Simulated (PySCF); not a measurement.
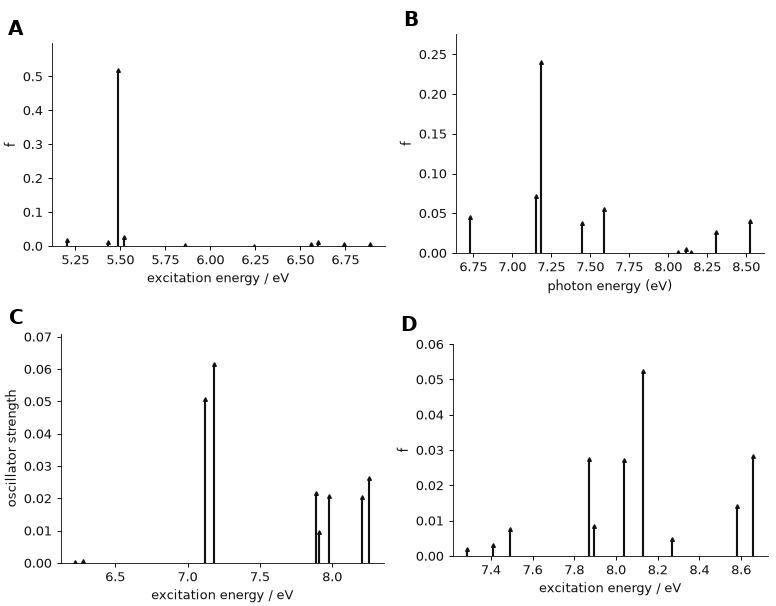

Vertical TDDFT excitations, ωB97X-D/aug-cc-pVTZ with PySCF, at a PBE0-D3(BJ)/def2-TZVP geometry (no frequency check), gas phase. Each panel shows the lowest singlet states that were computed.

Which panel belongs to which molecule?
1. C₄H₈ (1-butene), SMILES C=CCC
2. C₂H₅Br (ethyl bromide), SMILES CCBr
3. C₂H₅ClO (2-chloroethanol), SMILES OCCCl
4. C₄H₆S (divinyl sulfide), SMILES C=CSC=C

A: 4 (S1 at 5.20 eV, brightest at 5.49 eV)
B: 1 (S1 at 6.73 eV, brightest at 7.18 eV)
C: 2 (S1 at 6.22 eV, brightest at 7.19 eV)
D: 3 (S1 at 7.28 eV, brightest at 8.13 eV)

Caveats, for all or some of the runs: core orbitals are frozen in the response; one conformer of a flexible molecule; spin-orbit coupling is left out, and with Br it can shift these levels and split any degenerate set.
